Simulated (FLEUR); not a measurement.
# MgB2: 5 runs along one coordinate

System: MgB2 (P6/mmm, 3 atoms in the cell).
Method: Kohn-Sham DFT of a periodic cell, LDA, all-electron, no spin polarisation (FLEUR MaX-R8.1 (later development tree)).

The 5 runs differ only in the geometry, by an even scaling of the cell at fixed fractional positions. The structure derives from an entry of the Crystallography Open Database.

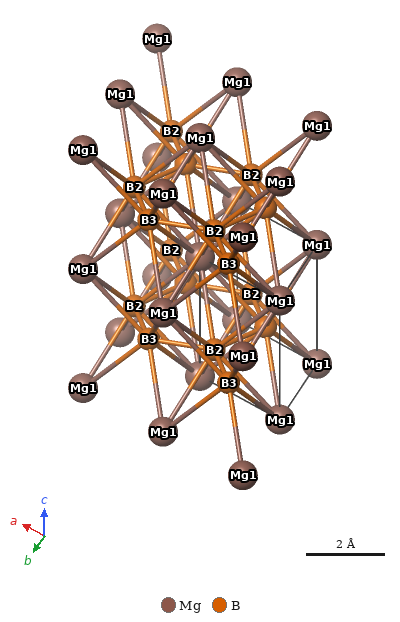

Figure 1. The structure of run 3 (ball-and-stick view of the cell of the calculation, repeated 2 × 2 × 2, seen at an oblique angle; atoms are numbered from 1 in the order of the input).

## Input of run 3
```
<?xml version="1.0" encoding="UTF-8" standalone="no"?>
<fleurInput fleurInputVersion="0.39">
   <comment>
      MgB2                                                                                                
   </comment>
   <calculationSetup>
      <cutoffs Kmax="4.77" Gmax="14.8" GmaxXC="14.8" numbands="0"/>
      <scfLoop itmax="60" minDistance="0.00001" maxIterBroyd="15" imix="Anderson" alpha="0.05" precondParam="0.0" spinf="2.0" sdNocoIR="T"/>
      <coreElectrons ctail="T" frcor="F" kcrel="0" coretail_lmax="0"/>
      <xcFunctional name="vwn" relativisticCorrections="F"/>
      <magnetism jspins="1"/>
      <soc l_soc="F" theta="0.0" phi="0.0" spav="F"/>
      <expertModes spex="0" secvar="F"/>
      <geometryOptimization l_f="F" forcealpha="1.0" forcemix="BFGS" epsdisp="0.00001" epsforce="0.00001"/>
      <ldaU l_linMix="F" mixParam="0.05" spinf="1.0"/>
   </calculationSetup>
   <cell>
      <bzIntegration valenceElectrons="16.0" mode="hist" fermiSmearingEnergy="0.00183747">
         <kPointListSelection listName="default-1"/>
         <!-- k-points included here -->
         <xi:include xmlns:xi="http://www.w3.org/2001/XInclude" href="kpts.xml"> </xi:include>
      </bzIntegration>
      <!-- symmetry operations included here -->
      <xi:include xmlns:xi="http://www.w3.org/2001/XInclude" href="sym.xml"> </xi:include>
      <bulkLattice scale="1.0000000000">
         <bravaisMatrix>
            <row-1>    5.8298050943909994     0.0000000000000000     0.0000000000000000</row-1>
            <row-2>   -2.9149025471954997     5.0487593109017990     0.0000000000000000</row-2>
            <row-3>    0.0000000000000000     0.0000000000000000     6.6575051369658000</row-3>
         </bravaisMatrix>
      </bulkLattice>
   </cell>
   <atomSpecies>
      <species name="Magnesium (Mg)" element="Mg" atomicNumber="12">
         <mtSphere radius="2.66" gridPoints="879" logIncrement="0.013"/>
         <atomicCutoffs lmax="11" lnonsphr="8"/>
         <electronConfig flipSpins="F">
            <coreConfig>(1s1/2)</coreConfig>
            <valenceConfig>(2s1/2) (2p1/2) (2p3/2) (3s1/2)</valenceConfig>
         </electronConfig>
         <energyParameters s="3" p="2" d="3" f="4"/>
         <lo type="SCLO" l="0" n="2" eDeriv="0"/>
         <lo type="HELO" l="1" n="3" eDeriv="0"/>
         <lo type="HELO" l="1" n="3" eDeriv="1"/>
         <lo type="SCLO" l="2" n="3" eDeriv="2"/>
         <lo type="SCLO" l="3" n="4" eDeriv="2"/>
      </species>
      <species name="Boron (B)" element="B" atomicNumber="5">
         <mtSphere radius="1.51" gridPoints="517" logIncrement="0.02"/>
         <atomicCutoffs lmax="8" lnonsphr="6"/>
         <electronConfig flipSpins="F">
            <coreConfig>(1s1/2)</coreConfig>
            <valenceConfig>(2s1/2) (2p1/2) (2p3/2)</valenceConfig>
            <stateOccupation state="(2p1/2)" spinUp="0.166667" spinDown="0.166667"/>
            <stateOccupation state="(2p3/2)" spinUp="0.333333" spinDown="0.333333"/>
         </electronConfig>
         <energyParameters s="2" p="2" d="3" f="4"/>
         <lo type="SCLO" l="0" n="2" eDeriv="2"/>
         <lo type="SCLO" l="1" n="2" eDeriv="2"/>
         <lo type="SCLO" l="2" n="3" eDeriv="2"/>
      </species>
   </atomSpecies>
   <atomGroups>
      <atomGroup species="Magnesium (Mg)">
         <relPos label="                   1">.0000000000 .0000000000 .0000000000</relPos>
         <force calculate="T" relaxXYZ="TTT"/>
      </atomGroup>
      <atomGroup species="Boron (B)">
         <relPos label="                   2">-1.000/3.000 1.000/3.000 1.000/2.000</relPos>
         <relPos label="                   3">1.000/3.000 -1.000/3.000 1.000/2.000</relPos>
         <force calculate="T" relaxXYZ="TTT"/>
      </atomGroup>
   </atomGroups>
   <output dos="F" band="F" slice="F">
      <checks vchk="F" cdinf="F"/>
      <bandDOS minEnergy="-.5*Htr" maxEnergy="0.5*Htr" sigma="0.015" storeEVData="T"/>
      <vacuumDOS vacdos="F" integ="F" star="F" nstars="0" locx1="0.0" locy1="0.0" locx2="0.0" locy2="0.0" nstm="0" tworkf="0.0"/>
      <unfoldingBand unfoldBand="F" supercellX="1" supercellY="1" supercellZ="1"/>
      <plotting iplot="0" polar="F">
         <plot TwoD="T" vec1="  1.0  0.0  0.0" vec2="  0.0  1.0  0.0" vec3="  0.0  0.0  1.0" zero="  0.0  0.0  0.0" file="plot"/>
      </plotting>
      <chargeDensitySlicing numkpt="0" minEigenval="0.0" maxEigenval="0.0" nnne="0" pallst="F"/>
      <specialOutput eonly="F"/>
      <moessbauerParams electricFieldGradient="T" isomerShift="T" coreHyperfine="T" valenceHyperfine="T"/>
      <magneticCircularDichroism mcd="F" energyLo="-10.0" energyUp="0.0"/>
   </output>
  <!-- We include the file relax.xml here to enable relaxations (see documentation) -->
  <xi:include xmlns:xi="http://www.w3.org/2001/XInclude" href="relax.xml"> <xi:fallback/> </xi:include>
</fleurInput>
```

Command:
```bash
inpgen -f crystal.txt -profile fastHighL; fleur_MPI
```

Lattice vectors (Å) and fractional positions of run 3:
```
   3.085000    0.000000    0.000000
  -1.542500    2.671688    0.000000
   0.000000    0.000000    3.523000
Mg  0.000000  0.000000  0.000000
B   0.666667  0.333333  0.500000
B   0.333333  0.666667  0.500000
```

Run 4 has the same physical settings and fractional positions; its lattice vectors (Å) are:
```
   3.125597    0.000000    0.000000
  -1.562798    2.706846    0.000000
   0.000000    0.000000    3.569361
```

## Results, with one run withheld

```csv
run,volume per atom (Å³),"free energy per atom, from the lowest run given (meV)"
1,9.098,0.21
2,9.292,0.00
3,9.679,11.21
4,10.066,?
5,10.260,52.08
```

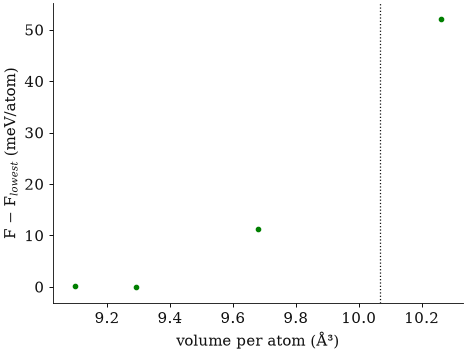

Figure 2. Free energy per atom of the runs given; the dotted line marks run 4.

Estimate the energy of run 4 from the others.

A quadratic polynomial in V^(−2/3) (the Birch–Murnaghan form), fitted to the 4 runs given, misses them by at most 0.03 meV per atom. With x = V^(−2/3) − 0.22192 Å⁻², it reads F = 6.4333 − 2394 x + 2.0834e+05 x² (meV per atom). At run 4 it gives 35.66 meV per atom, and the run itself gives 35.65. The fit has its minimum at 9.206 Å³ per atom, where V d²F/dV² gives 167 GPa. Cell shape and fractional positions are held, so this is the stiffness under even scaling; the relaxed bulk modulus wasn't computed.

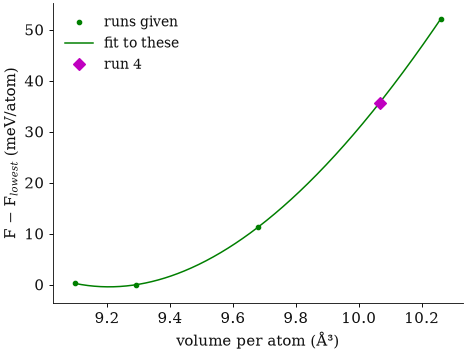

Figure 3. The fit and the withheld run.

## Output (run 4)
```
Welcome to FLEUR        (www.flapw.de)
      MaX-Release 8.1          (www.max-centre.eu)

 ========== k-point set info ==========
 Selected k-point list: default-1
 k-point list type: mesh
 10 x 10 x 8
 Number of k points: 70

 ------------Calculation Setup---------------------------
 Number of MPI-tasks      :            1
 Number of PE/node        :            1
 Number of OMP-threads    :            1
 Most efficient MPI parallelization for:
           1           2           5           7          10          14          35          70
 Additional eigenvalue parallelization possible
 Number of basis functions:          491
 Approximate size of matrices (H+S) per k-point:         0.004 GB
 --------------------------------------------------------

 Iteration:     1   Distance:      15.40542970 me/bohr^3

 Iteration:     2   Distance:      14.21475646 me/bohr^3

 Iteration:     3   Distance:       5.00590034 me/bohr^3

 Iteration:     4   Distance:       4.64829778 me/bohr^3

 Iteration:     5   Distance:       0.71114851 me/bohr^3

 Iteration:     6   Distance:       0.55246426 me/bohr^3

 Iteration:     7   Distance:       0.16602006 me/bohr^3

 Iteration:     8   Distance:       0.04412768 me/bohr^3

 Iteration:     9   Distance:       0.00488401 me/bohr^3

 Iteration:    10   Distance:       0.00197223 me/bohr^3

 Iteration:    11   Distance:       0.00079870 me/bohr^3

 Iteration:    12   Distance:       0.00002659 me/bohr^3

 Iteration:    13   Distance:       0.00002404 me/bohr^3

 Iteration:    14   Distance:       0.00000125 me/bohr^3

 ********************************************************************
 Run finished successfully
 Stop message:
   all done
 ********************************************************************
```
